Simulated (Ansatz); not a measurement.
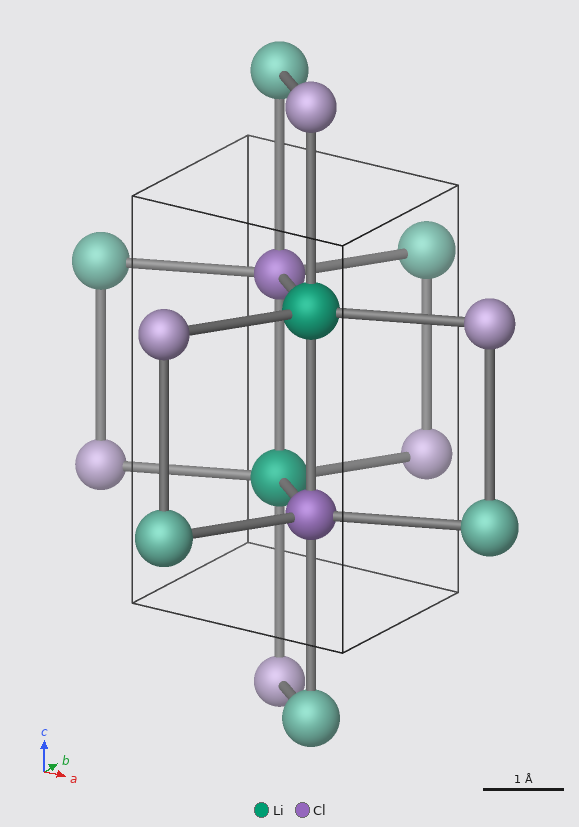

The image is a ball-and-stick drawing of a crystal, viewed slightly off an axis. One conventional unit cell is framed, with atoms on its boundary repeated. The first bonded neighbours in the surrounding cells are also shown, in fainter colours.

LiCl, space group P6_3/mmc (No. 194), a = 4.162 Å, b = 4.162 Å, c = 5.233 Å, α = 90.00°, β = 90.00°, γ = 120.00°. The cell started as a structure type filled with these elements by a generator (whether the compound takes this form wasn't checked). Earlier steps of the study may have refined or changed the cell and positions. Ansatz was used for an electronic-structure calculation on it.

This one geometry was computed with Ansatz (DFT, plane waves, PAW) at six levels of theory: LDA, PBE, r2SCANh, dielectric-dependent PBE0 (fraction 1/eps_inf of PBE), r2SCAN and r2SCAN0. It was relaxed beforehand with r2SCAN.

### Which level gives the highest pressure at this volume, and what does that say about its equilibrium volume?

Highest: PBE (0.6 GPa), which points to the largest equilibrium volume. Lowest, with the smallest volume: LDA (-2.2 GPa). Levels within 0.5 GPa of each other can't be told apart.

### How does the band gap change with the level of theory?

LDA: a gap of 5.24 eV, direct; PBE: a gap of 5.65 eV, direct; r2SCAN: a gap of 6.30 eV, direct; r2SCANh: a gap of 6.98 eV, direct; r2SCAN0: a gap of 8.01 eV, direct; dielectric-dependent PBE0 (fraction 1/eps_inf of PBE): a gap of 8.80 eV, direct.

### Collect the results in a table.

| level | cutoff (eV) | k-mesh of the run's cell | gap (eV) | pressure (GPa) |
| --- | --- | --- | --- | --- |
| LDA | 420 | 12×12×6 | 5.24 | -2.2 |
| PBE | 420 | 12×12×6 | 5.65 | 0.6 |
| r2SCANh | 500 | 6×6×4 | 6.98 | -0.1 |
| dielectric-dependent PBE0 (fraction 1/eps_inf of PBE) | 420 | 6×6×4 | 8.80 | -0.2 |
| r2SCAN | 500 | 12×12×6 | 6.30 | 0.0 |
| r2SCAN0 | 500 | 6×6×4 | 8.01 | -0.3 |

Gaps are taken on the k-mesh or band path of each run.
